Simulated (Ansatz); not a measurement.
## Run report: C24Cl, single-point calculation (part 1 of 3)

System: C24Cl (slab, 25 atoms in the cell).
Method: DFT PBE+D3(BJ), scalar-relativistic, plane waves, PAW, PAW set soft_1, spin-polarised (Ansatz 0.2.0).

The structure derives from an entry of the Crystallography Open Database. Figures and captions count atoms from 1; the log counts them from 0 in places.

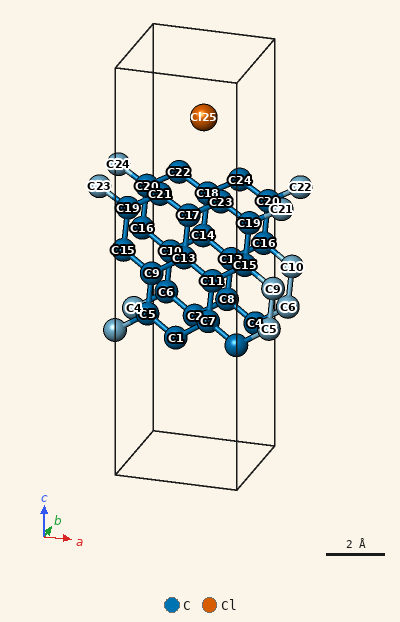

The input geometry (ball-and-stick view of the cell of the calculation, with the vacuum cut short, seen slightly off an axis; neighbours outside the cell are drawn fainter; atoms are numbered from 1 in the order of the input). An atom can appear more than once, as a periodic image.

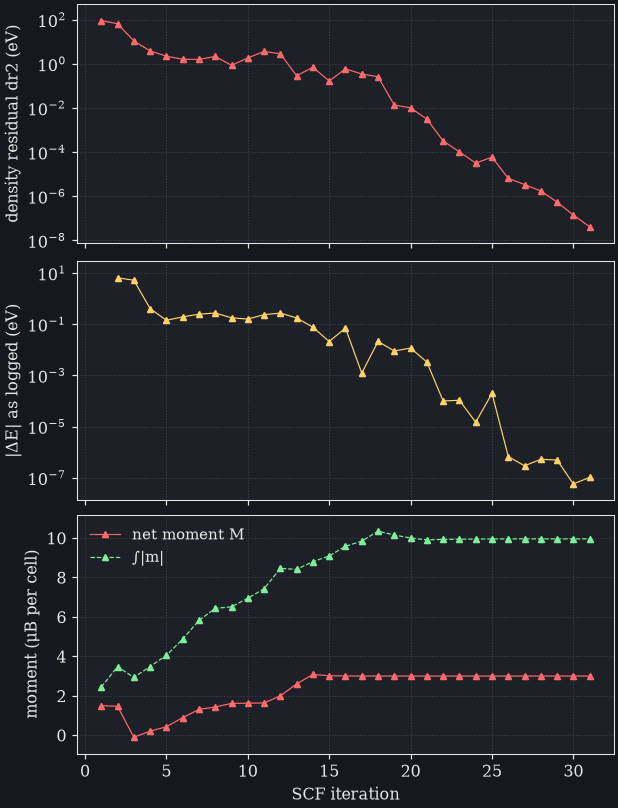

Convergence of the self-consistent field: density residual dr2, size of the energy change and magnetic moment against the SCF iteration. The residual falls unevenly and jumps up by a factor of two or more 3 times on the way down. The net moment goes from 1.5 to 3.0 μB per cell, with excursions between −0.1 and 3.1 on the way.

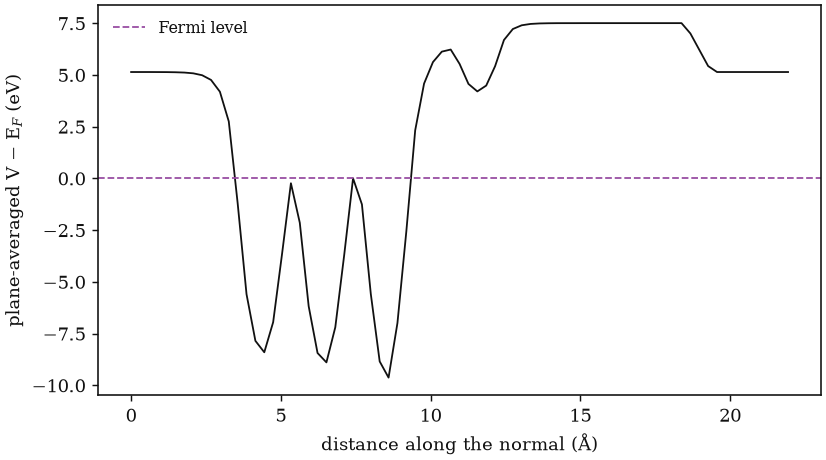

Plane average of the electrostatic potential energy of an electron across the cell, from the Fermi level. The vacuum level lies 7.51 eV above the Fermi level on the upper side and 5.14 eV on the lower.

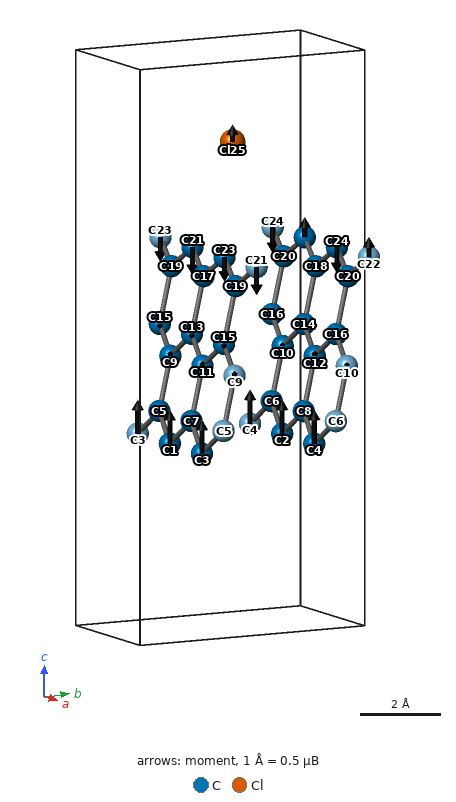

Magnetic moments of the sites as black arrows (ball-and-stick view of the cell of the calculation, with the vacuum cut short, seen slightly off an axis; neighbours outside the cell are drawn fainter; atoms are numbered from 1 in the order of the input); small moments hardly show. The run is collinear, so the axis drawn is arbitrary. Site moments: C2, C4 (0.44 μB); C1, C3 (0.43 μB); C21 (−0.36 μB); C24 (−0.33 μB); C23 (−0.32 μB); C22 (0.26 μB); Cl25 (0.22 μB), among others. They are counted near the atoms and needn't add up to the moment of the cell.

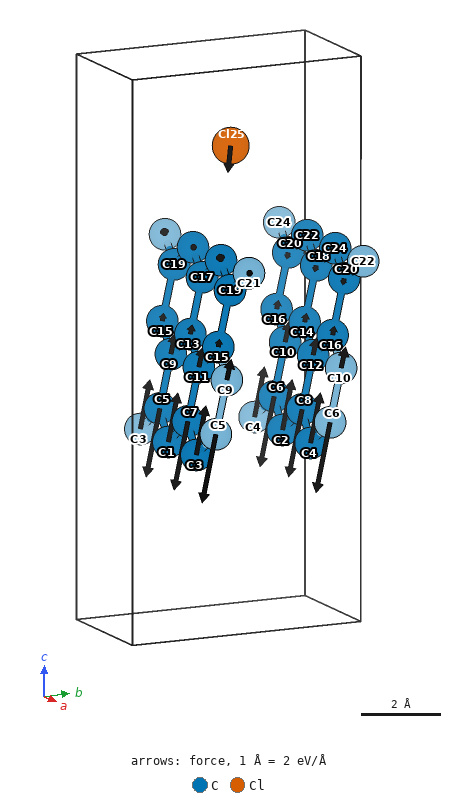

Forces on the atoms as black arrows (ball-and-stick view of the cell of the calculation, with the vacuum cut short, seen slightly off an axis; neighbours outside the cell are drawn fainter; atoms are numbered from 1 in the order of the input); the smallest are left out. The largest act on C6 (3.73 eV/Å); C7 (3.64 eV/Å); C5 (3.63 eV/Å); C8 (3.58 eV/Å), among others. The geometry is not a stationary point of this energy.

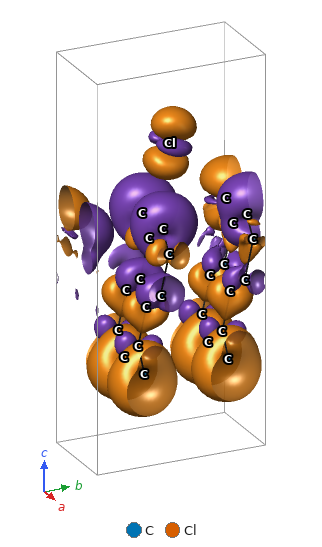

Isosurfaces of the spin density at +0.03 (orange) and −0.03 e/Å³ (purple), seen slightly off an axis. Sticks mark near contacts. The spin density sits on C: +0.4 μB (×4) and −0.3 μB (×3) in one cell of 25 atoms: ferrimagnetic. The cell of the calculation (25 atoms) carries 3.0 μB net. In a PAW calculation such maps are meaningful between the atoms, not at the nuclei.

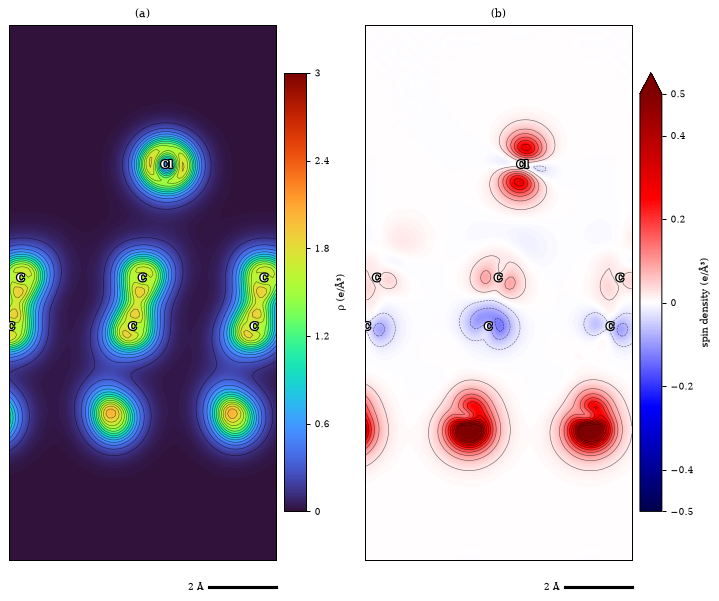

(a) valence electron density; (b) magnetisation density (up minus down) on the (11̄0) plane of the calculation cell, a cut from vacuum to vacuum. C–C (1.49 Å): ρ is about 1.7 e/Å³ halfway. The density dies away to nearly zero in the vacuum. The spin density sits on C: +0.4 μB (×4) and −0.3 μB (×3) in one cell of 25 atoms: ferrimagnetic. The cell of the calculation (25 atoms) carries 3.0 μB net.

These pictures come from the run below.

Input
```yaml
crystal:
  lattice:
    - [4.9299148964, 0.0, 0.0]
    - [-2.4649574482, 6.8655575602, 0.0]
    - [0.0, 0.0, 22.2276614583]
  atoms:
    - { symbol: C, position: [0.4018120009, 0.3036240018, 0.179955953] }
    - { symbol: C, position: [0.4018120009, 0.8036240018, 0.179955953] }
    - { symbol: C, position: [0.9018120009, 0.3036240018, 0.179955953] }
    - { symbol: C, position: [0.9018120009, 0.8036240018, 0.179955953] }
    - { symbol: C, position: [0.1626401228, 0.3252802456, 0.2112622661] }
    - { symbol: C, position: [0.1626401228, 0.8252802456, 0.2112622661] }
    - { symbol: C, position: [0.6626401228, 0.3252802456, 0.2112622661] }
    - { symbol: C, position: [0.6626401228, 0.8252802456, 0.2112622661] }
    - { symbol: C, position: [0.1840380628, 0.3680761257, 0.2739087028] }
    - { symbol: C, position: [0.1840380628, 0.8680761256, 0.2739087028] }
    - { symbol: C, position: [0.6840380628, 0.3680761257, 0.2739087028] }
    - { symbol: C, position: [0.6840380628, 0.8680761256, 0.2739087028] }
    - { symbol: C, position: [0.444737235, 0.3894666462, 0.304421077] }
    - { symbol: C, position: [0.444737235, 0.8894666462, 0.304421077] }
    - { symbol: C, position: [0.944737235, 0.3894666462, 0.304421077] }
    - { symbol: C, position: [0.944737235, 0.8894666462, 0.304421077] }
    - { symbol: C, position: [0.4674579781, 0.4348943653, 0.3699089481] }
    - { symbol: C, position: [0.4674579781, 0.9348943653, 0.3699089481] }
    - { symbol: C, position: [0.9674579781, 0.4348943653, 0.3699089481] }
    - { symbol: C, position: [0.9674579781, 0.9348943653, 0.3699089481] }
    - { symbol: C, position: [0.2271533363, 0.4542695608, 0.3971475576] }
    - { symbol: C, position: [0.2271533363, 0.9542695608, 0.3971475576] }
    - { symbol: C, position: [0.7271533363, 0.4542695608, 0.3971475576] }
    - { symbol: C, position: [0.7271533363, 0.9542695608, 0.3971475576] }
    - { symbol: Cl, position: [0.5604866696, 0.5376028941, 0.5231167246], spin: 1.0 }
basis:
  ecutwfc: 420
kpoints:
  mp_grid: { grid: [6, 4, 1] }
hamiltonian:
  xc: pbe
  pseudopotentials: { kind: paw, azcp: { folder: soft_1 } }
  dispersion: d3bj
scf:
  occupations: { method: gaussian, width: 0.05 }
output:
  forces: true
  eigenvalues: true
  populations: true
  write_density: true
  write_potential: true
  elf: true
  volumetric_format: npy
magnetization:
  spin_polarized: true
efield:
  axis: 3
  dipole_correction: true
  ramp_width: 0.04
```

Launch command:
```bash
ansatz run input.yaml --threads 4 --pin off --max-ram 12288MiB --backend cpu --events-out ev --progress --plain --runs-dir out
```

What the program printed
```
Engine: ansatz 0.2.0, aarch64-unknown-linux-gnu
Pseudopotentials: kind: paw
Pseudopotential: C, paw, valence charge 4, recommended cutoff 420 eV (normal), [file]
Pseudopotential: Cl, paw, valence charge 7, recommended cutoff 420 eV (normal), [file]
Functional definition: PBE
  parameter kappa = 0.804
  parameter beta = 0.06672455060314922
  exchange = pbe_x(kappa = kappa, mu = beta*pi^2/3)
  correlation = pbe_c(beta = beta)
Crystal: 25 atoms, lattice volume = 752.331 Å³
Basis set: ecut = 420 eV, 14697 PW (Γ), exchange–correlation on 72×100×300 points (8 copies of the dense FFT grid, shifted against one another)
Bands: 77, of which v1, the nominal top of the filled ones, is band 52 counted from 1 (51 counted from 0)
Symmetry: 1 space group operations
k-points: 14 of 24 (time reversal used)
Non-local potential: C, projectors of the file, l = 0: 2, l = 1: 2, l = 2: 1
Non-local potential: Cl, projectors of the file, l = 0: 2, l = 1: 2, l = 2: 1
PAW form: soft (Blöchl's): semilocal exchange-correlation on the pseudo side does not see the compensation charge
PAW one-centre angular grid: C, 110 points (default); XC on 64 Gauss nodes
PAW one-centre angular grid: Cl, 110 points (default); XC on 64 Gauss nodes
Starting moments: Σ|m| = 1 μB on 1 of 25 sites
Initial wavefunctions: pseudopotential atomic-orbital guess
Functional: x = pbe(κ = 0.804, μ = 0.2195149727645171), c = pbe(β = 0.06672455060314922)
```
